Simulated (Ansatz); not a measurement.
# InGa₂₃N₂₄ (cell charge −1, with a compensating background) (cell with a defect): what the fields show

The calculation's input:

```
crystal:
  lattice:
    - [-3.2183708174, 5.5743817732, 5.2431684262]
    - [-3.2183708173, -5.5743817732, 5.2431684262]
    - [6.4367416346, 1.0e-10, 5.2431684262]
  atoms:
    - { symbol: In, position: [0.332411895, 0.6657452283, 0.4990785616], spin: 0.2 }
    - { symbol: Ga, position: [0.6689476297, 0.4976789123, 0.3301027142] }
    - { symbol: Ga, position: [0.9968884978, 0.8359452654, 0.6679174792] }
    - { symbol: Ga, position: [0.164345579, 0.4967693809, 0.8356142964] }
    - { symbol: Ga, position: [0.5026119321, 0.8345841459, 0.1635551645] }
    - { symbol: Ga, position: [0.1634360476, 1.002280963, 0.3310122456] }
    - { symbol: Ga, position: [0.5012508125, 0.3302218311, 0.6692785988] }
    - { symbol: Ga, position: [0.8339772001, 0.6663601741, 0.9987334769] }
    - { symbol: Ga, position: [0.8320668102, 0.1673105334, 0.4996935075] }
    - { symbol: Ga, position: [0.3330268408, 0.1654001435, 1.0006438668] }
    - { symbol: Ga, position: [0.6665196064, 0.9998529398, 0.8331862731] }
    - { symbol: Ga, position: [1.0003626706, 0.3336960039, 0.1670293373] }
    - { symbol: Ga, position: [0.6697392025, 0.8352888488, 0.5005128533] }
    - { symbol: Ga, position: [0.9954193016, 0.6670233448, 0.3311646545] }
    - { symbol: Ga, position: [0.3338461866, 1.0030725359, 0.6686221822] }
    - { symbol: Ga, position: [0.5019555155, 0.6671795199, 0.8364058692] }
    - { symbol: Ga, position: [0.8331097156, 1.0004616609, 0.1659490676] }
    - { symbol: Ga, position: [0.4992379039, 0.1659951412, 0.3334266807] }
    - { symbol: Ga, position: [0.8326618079, 0.5000933474, 0.6659045706] }
    - { symbol: Ga, position: [0.166760014, 0.8325712373, 0.9993284746] }
    - { symbol: Ga, position: [0.1644979878, 0.3287526349, 0.5003566782] }
    - { symbol: Ga, position: [0.6671283276, 0.3326157343, 0.9997763822] }
    - { symbol: Ga, position: [0.999282401, 0.1664430489, 0.8337949942] }
    - { symbol: Ga, position: [0.3336900115, 0.4978313211, 0.1620859683] }
    - { symbol: "N", position: [0.4677918104, 0.8011251437, 0.6344584771], spin: 0.2 }
    - { symbol: "N", position: [0.7896237244, 0.6246405621, 0.4583226674] }
    - { symbol: "N", position: [0.1258007207, 0.9592119104, 0.7921491173] }
    - { symbol: "N", position: [0.2913072287, 0.624989334, 0.956290391] }
    - { symbol: "N", position: [0.6258785771, 0.9588157839, 0.2924673874] }
    - { symbol: "N", position: [0.2916560007, 0.1229570577, 0.4579738954] }
    - { symbol: "N", position: [0.6254824506, 0.459134054, 0.7925452437] }
    - { symbol: "N", position: [0.9583314893, 0.7925711768, 0.1234924943] }
    - { symbol: "N", position: [0.9568258276, 0.2916648226, 0.6259045101] }
    - { symbol: "N", position: [0.4592378434, 0.2901591609, 0.1249981559] }
    - { symbol: "N", position: [0.7919719402, 0.1253052736, 0.9586386069] }
    - { symbol: "N", position: [0.1265881364, 0.4599214697, 0.2932548031] }
    - { symbol: "N", position: [0.4682358187, 0.6219650276, 0.2748880749], spin: 0.2 }
    - { symbol: "N", position: [0.7947057749, 0.4580803744, 0.1233378508] }
    - { symbol: "N", position: [0.1082214082, 0.801569152, 0.4552983609], spin: 0.2 }
    - { symbol: "N", position: [0.2886316942, 0.4415547415, 0.6349024854], spin: 0.2 }
    - { symbol: "N", position: [0.6284082234, 0.7930652313, 0.9583667055] }
    - { symbol: "N", position: [0.2922273424, 0.9573997807, 0.1256501486] }
    - { symbol: "N", position: [0.6240664474, 0.2923168153, 0.4588940091] }
    - { symbol: "N", position: [0.958983482, 0.6255606758, 0.7907331141] }
    - { symbol: "N", position: [0.9566711841, 0.1280391082, 0.2914137078] }
    - { symbol: "N", position: [0.459731898, 0.1250333722, 0.79507489] }
    - { symbol: "N", position: [0.7917000389, 0.9617415567, 0.6263985647] }
    - { symbol: "N", position: [0.1247470411, 0.2900045175, 0.9613724416] }
  host:
    lattice:
      - [3.2183708173, 0.0, 0.0]
      - [-1.6091854087, 2.7871908866, 0.0]
      - [0.0, 0.0, 5.2431684262]
    atoms:
      - { symbol: Ga, position: [0.6666666667, 0.3333333333, 0.4991348648] }
      - { symbol: Ga, position: [0.3333333333, 0.6666666667, 0.9991348648] }
      - { symbol: "N", position: [0.6666666667, 0.3333333333, 0.8758651352] }
      - { symbol: "N", position: [0.3333333333, 0.6666666667, 0.3758651352] }
total_charge: -1
basis:
  ecutwfc: 420
  xc_grid: 2
kpoints:
  mp_grid: { grid: [2, 2, 2], shift: [0.5, 0.5, 0.5] }
hamiltonian:
  xc: pbe
scf:
  occupations: { method: gaussian, width: 0.01 }
output:
  forces: true
  stress: false
  eigenvalues: true
  populations: true
  charged_corrections:
    defect_position: [0.33304495, 0.66637829, 0.49971162]
    epsilon: [[10.4928, 0.0, 0.0], [0.0, 10.4928, 0.0], [0.0, 0.0, 11.6882]]
  write_density: true
  write_potential: true
  elf: true
  volumetric_format: npy
magnetization:
  spin_polarized: true
relax:
  adjacent_minimum: "off"
  f_tol: 0.025
  max_steps: 45
```

Command:

```sh
ansatz run input.yaml --threads 4 --pin off --max-ram 10240MiB --backend cpu --events-out ev --progress --plain --runs-dir out
```

Spin-polarised.

Method: DFT PBE, scalar-relativistic, plane waves, PAW (Ansatz 0.2.0).

Core electrons are frozen (PAW), and the valence fields are smoothed inside the atomic spheres.

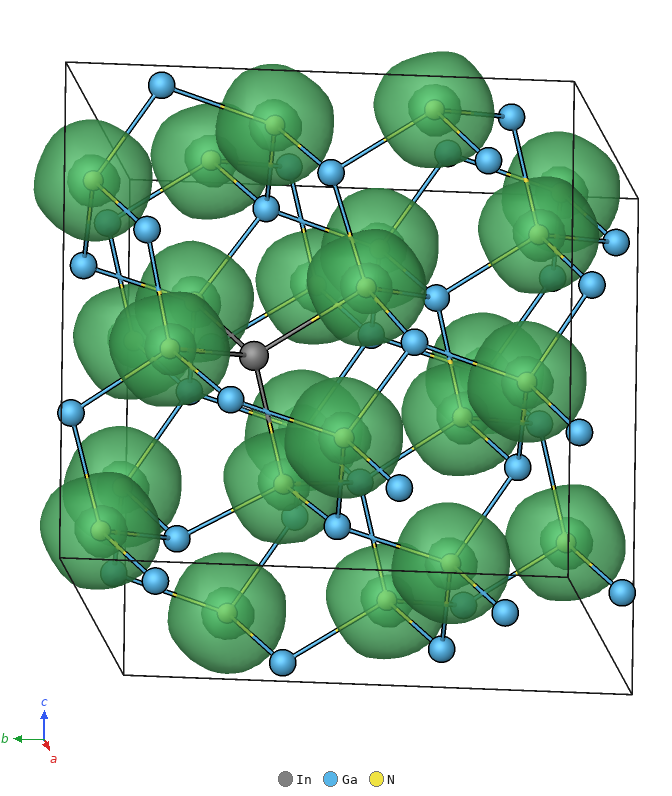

Figure 1. Isosurface of the electron localisation function at 0.65 (green), seen at an oblique angle. Only the valence region is drawn (cores and ρ < 0.01 e/Å³ removed). Sticks mark near contacts.

Q: Where are the electrons localised?

A: The ELF exceeds this value in 24 regions wrapped around N (the valence shell of each), counted in one cell of 48 atoms. Any copies at cell faces, edges or corners count once. Along the contacts the grid gives the following. Ga–N (1.94 Å): the ELF peaks at about 0.85 in the valence shell of N, 0.7 Å from its nucleus, and is about 0.45 at the midpoint. In–N (2.13 Å): the ELF peaks at about 0.85 in the valence shell of N, 0.7 Å from its nucleus, and is about 0.25 at the midpoint; no localised pair shows between them.

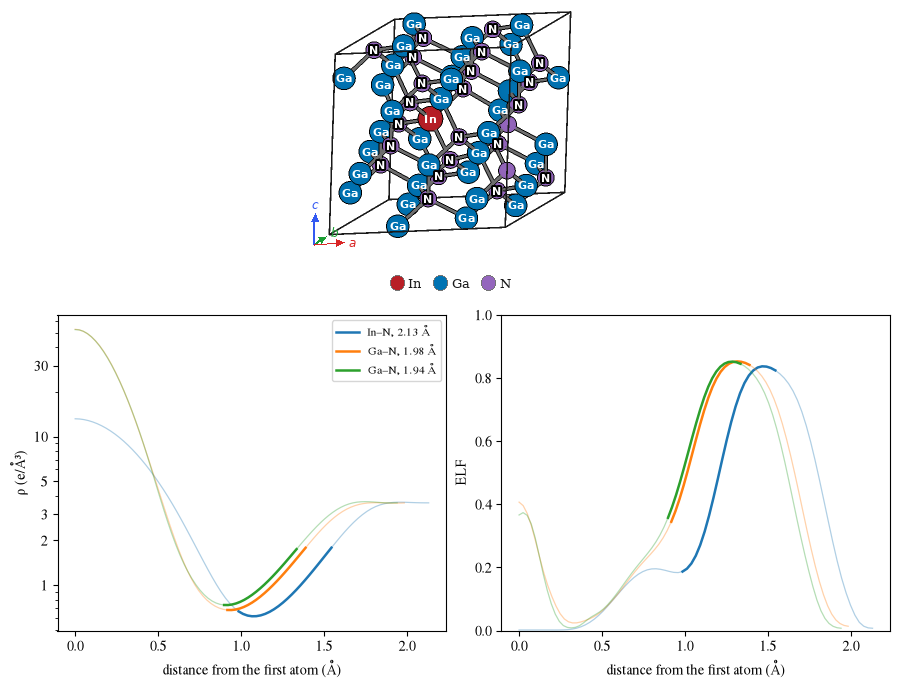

Figure 2. Valence charge density (pseudo) and ELF along straight lines between neighbouring atoms. Thin, pale parts lie inside the atomic spheres. The structure is drawn too.

Q: What can be read from the curves?

A: In–N (2.13 Å): ρ is about 0.62 e/Å³ halfway; the ELF peaks at about 0.85 in the valence shell of N, 0.7 Å from its nucleus, and is about 0.25 at the midpoint; no shared electron pair shows on this line.
Ga–N (1.98 Å): ρ at the midpoint is about 0.7 e/Å³; the ELF peaks at about 0.85 in the valence shell of N, 0.7 Å from its nucleus, and is about 0.45 at the midpoint.
Ga–N (1.94 Å): ρ at the midpoint is about 0.75 e/Å³; the ELF peaks at about 0.85 in the valence shell of N, 0.7 Å from its nucleus, and is about 0.45 at the midpoint.

Q: Does the calculation make it a metal, or give it a gap?

A: It is gapless in this calculation (a metal or semimetal).
